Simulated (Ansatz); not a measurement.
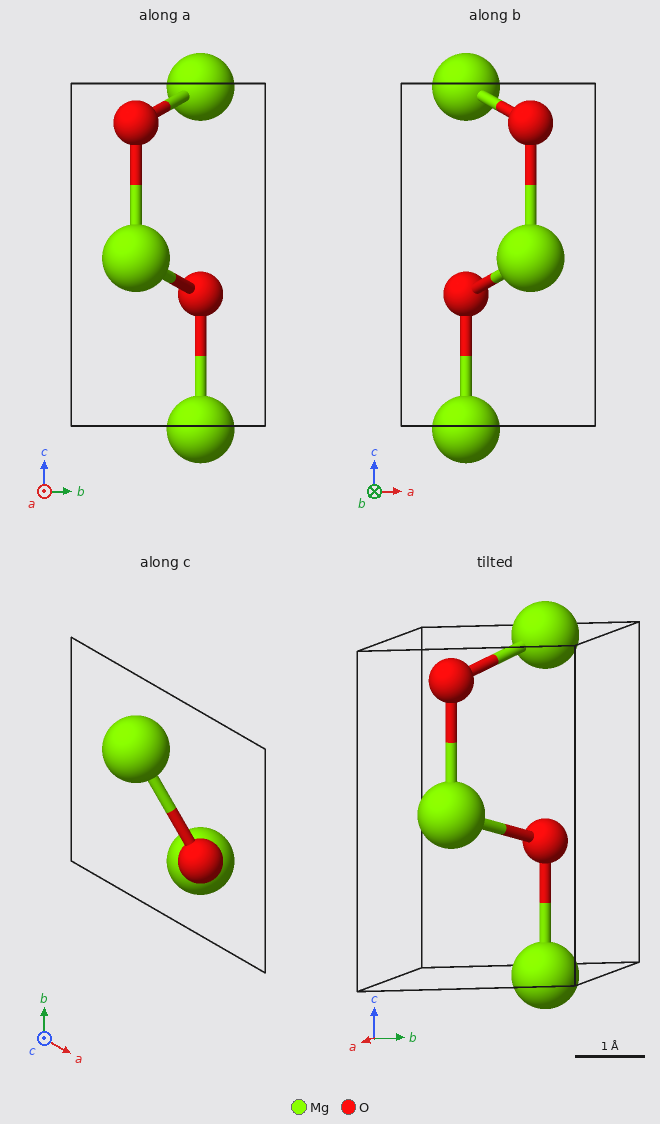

The image is a ball-and-stick drawing of a crystal, viewed along the a axis, along the b axis, along the c axis and slightly off an axis. The outline marks the conventional unit cell.

Lattice parameters: a = 3.288 Å, b = 3.288 Å, c = 5.034 Å, α = 90.00°, β = 90.00°, γ = 120.00°.

**Give the structure in the form of a table of Wyckoff sites, with free fractional coordinates to two decimals.**

Space group P6_3mc (No. 186).
```tsv
atom	site	x	y	z
Mg	2b	0.3333	0.6667	0.99
O	2b	0.3333	0.6667	0.38
```

Origin of the cell: a structure type filled with these elements by a generator (whether the compound takes this form wasn't checked). Earlier steps of the study may have refined or changed the cell and positions. It was run through Ansatz as a DFT input.
